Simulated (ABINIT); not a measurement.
**Band-structure run, with input and output: Li (part 3 of 3)**

The same run, continued: Li (Im-3m, 1 atom in the cell); Kohn-Sham DFT of a periodic cell, AM05, JTH PAW PBE v2.0, no spin polarisation (ABINIT 10.8.3); cutoff 408.17 eV, 11×11×11 k-mesh, fermi-dirac of 0.05 eV. The structure derives from an entry of the Crystallography Open Database.

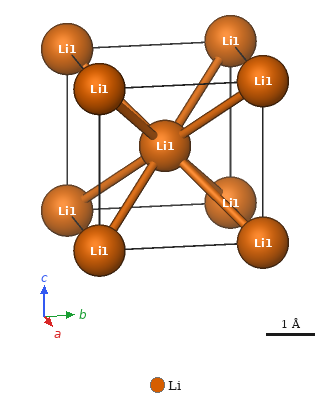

The input geometry (ball-and-stick view of the cell 2 times as large as that of the calculation, set on its symmetry axes, seen slightly off an axis; atoms are numbered from 1 in the order of the input).

**Output, continued**
```
 -46.00651   -3.12962   11.49677   11.49677   11.50138   16.47247   16.47247   19.62548
  19.62548   20.36333
 kpt#  24, nband= 10, wtk=  1.00000, kpt=  0.1071  0.1071  0.1071 (reduced coord)
 -46.00241   -2.42307    9.27183    9.27183   10.17903   17.09152   17.09152   20.55347
  20.55347   21.29767
 kpt#  25, nband= 10, wtk=  1.00000, kpt=  0.1429  0.1429  0.1429 (reduced coord)
 -45.99846   -1.43412    7.22280    7.22280    9.14127   18.20213   18.20213   21.85325
  21.85325   22.60572
 kpt#  26, nband= 10, wtk=  1.00000, kpt=  0.1786  0.1786  0.1786 (reduced coord)
 -45.99561   -0.16834    5.48164    5.48164    8.39452   19.64256   19.64256   23.51878
  23.51878   24.29480
 kpt#  27, nband= 10, wtk=  1.00000, kpt=  0.2143  0.2143  0.2143 (reduced coord)
 -45.99434    1.35184    4.08490    4.08490    7.92019   21.24753   21.24753   23.76729
  25.52379   25.52382
 kpt#  28, nband= 10, wtk=  1.00000, kpt=  0.2500  0.2500  0.2500 (reduced coord)
 -45.99406    3.04583    3.04583    3.04583    7.73600   22.54003   22.54003   22.54003
  27.21801   27.21848
 kpt#  29, nband= 10, wtk=  1.00000, kpt=  0.2857  0.1429  0.2857 (reduced coord)
 -45.99392    2.36986    2.36986    4.62050    8.05083   20.76563   22.13635   22.13635
  25.19648   25.19648
 kpt#  30, nband= 10, wtk=  1.00000, kpt=  0.3214  0.0357  0.3214 (reduced coord)
 -45.99336    2.05881    2.05881    5.46477    9.33988   19.06424   19.28483   19.28483
  24.57336   24.57336
 kpt#  31, nband= 10, wtk=  1.00000, kpt=  0.3571 -0.0714  0.3571 (reduced coord)
 -45.99183    2.11194    2.11194    5.61436   11.24504   16.08181   16.08181   18.10264
  24.66774   24.66774
 kpt#  32, nband= 10, wtk=  1.00000, kpt=  0.3929 -0.1786  0.3929 (reduced coord)
 -45.98934    2.52467    2.52467    5.50051   12.56135   13.13604   13.13604   18.76642
  25.10540   25.10540
 kpt#  33, nband= 10, wtk=  1.00000, kpt=  0.4286 -0.2857  0.4286 (reduced coord)
 -45.98670    3.28183    3.28183    5.31344   10.55022   10.55022   12.81804   21.33768
  25.84615   25.84615
 kpt#  34, nband= 10, wtk=  1.00000, kpt=  0.4643 -0.3929  0.4643 (reduced coord)
 -45.98448    4.31741    4.31741    5.15521    8.41267    8.41267   12.73271   24.86072
  26.79331   26.79331
 kpt#  35, nband= 10, wtk=  1.00000, kpt=  0.5000 -0.5000  0.5000 (reduced coord)
 -45.98386    5.09398    5.09398    5.09398    7.26812    7.26812   12.68216   27.40882
  27.40882   27.40882

== END DATASET(S) ==============================================================
================================================================================

 -outvars: echo values of variables after computation  --------
            acell      1.0000000000E+00  1.0000000000E+00  1.0000000000E+00 Bohr
           etotal1    -7.4357376182E+00
            fcart1    -0.0000000000E+00 -0.0000000000E+00 -0.0000000000E+00
            rprim     -3.3158079446E+00  3.3158079446E+00  3.3158079446E+00
                       3.3158079446E+00 -3.3158079446E+00  3.3158079446E+00
                       3.3158079446E+00  3.3158079446E+00 -3.3158079446E+00
           strten1     2.0619390732E-05  2.0619390732E-05  2.0619390732E-05
                       0.0000000000E+00  0.0000000000E+00  0.0000000000E+00
 Calculation completed.
```

This output came from the following input.

**The input**
```
# Datasets: ground state, then fixed potential
ndtset 2

# Pseudopotentials
pp_dirpath "./"
pseudos "Li.GGA_PBE-JTH.xml"

# Structure
acell 3*1.0
rprim
    -3.3158079446     3.3158079446     3.3158079446
     3.3158079446    -3.3158079446     3.3158079446
     3.3158079446     3.3158079446    -3.3158079446
ntypat 1
znucl 3
natom 1
typat 1
xred
     0.0000000000     0.0000000000     0.0000000000

# Plane-wave basis
ecut 15.0
pawecutdg 30.0

# Exchange and correlation
ixc -120135

# Bands and occupations
occopt 3
tsmear 0.00183747

# SCF cycle
nstep 100

# Output
iomode 3
prtwf 0
prteig 0
prtebands 0
enunit 1
prtden1 1
prtvha1 1
prtvclmb1 1
prtpot1 1

# Dataset 1
kptopt1 1
ngkpt1 11 11 11
nshiftk1 1
shiftk1 0.0 0.0 0.0
nband1 6
tolvrs1 1.0e-9

# Dataset 2: bands along G-H-N-G-P-H
iscf2 -2
getden2 1
nband2 10
nbdbuf2 2
tolwfr2 1.0e-12
kptopt2 -5
ndivsm2 6
prteig2 1
prtvol2 -3
kptbounds2
     0.0000000000     0.0000000000     0.0000000000
     0.5000000000    -0.5000000000     0.5000000000
     0.0000000000     0.0000000000     0.5000000000
     0.0000000000     0.0000000000     0.0000000000
     0.2500000000     0.2500000000     0.2500000000
     0.5000000000    -0.5000000000     0.5000000000
```

Run as:
```bash
abinit run.abi > log 2>&1
```

**Key numbers**

- outcome: converged
- space group (tolerance 0.01 Å): Im-3m (229)
- electrons treated: 3
- free energy: −202.3367 eV
- Fermi energy: −0.204 eV
- gap on the k-point mesh: none (metallic)
- pressure: −0.61 GPa
- largest force (length of the vector): under 0.001 eV/Å
- hardware: 1 thread of Arm Neoverse V1, 24 GiB of memory available, shared host
- wall time: 6.4 s
- peak memory: 0.13 GiB
